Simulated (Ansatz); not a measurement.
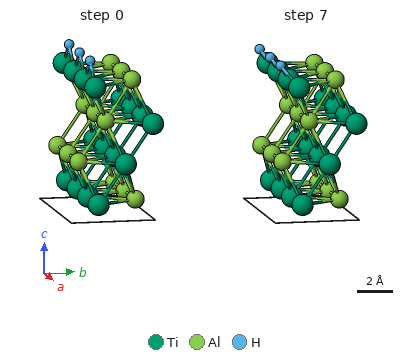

The structure of a slab of composition Ti4Al4H (cut from the P4/mmm phase) before (left) and after (right) a constrained relaxation, at one scale.

A ball-and-stick model of the 3 × 1 repeat of the cell, outlined in the plane, without the vacuum, seen slightly off an axis.

Case: H put at a bridge Ti-Ti site. The slab is the (1 0 1) face of TiAl with H on it. 4 atoms are held fixed.

All numbers below come from DFT PBEsol, scalar-relativistic, plane waves, PAW in Ansatz. (plane-wave cutoff 420 eV; k-point mesh 10 × 6 × 1; occupations gaussian; smearing width 0.1 eV; no spin polarisation; dipole correction; atoms relaxed in a fixed cell; force threshold 0.03 eV/Å; at most 70 steps)

Question: Describe what moved and what it gained.

Answer: The largest move is that of the H atom, 0.82 Å at 73° to the normal (−c side). Largest moves by element: H 0.82 Å, Ti 0.04 Å, Al 0.03 Å. The lattice vectors keep their values. Near-neighbour distances that change, for instance: Al–H 2.733 → 1.947 Å, Al–Al 2.801 → 2.776 Å, Al–Ti 2.816 → 2.834 Å, Al–Ti 2.821 → 2.805 Å. The energy falls by 0.190 eV per cell of the calculation in 6 accepted moves (7 points after the start). Largest force component: 0.4 eV/Å at the start, 0.013 eV/Å at the end. The line search rejected the trial step at point 6 of the run.

Limits of the set-up: the periodic images lie only 2.8 Å apart, so the values are limited by the cell's size.
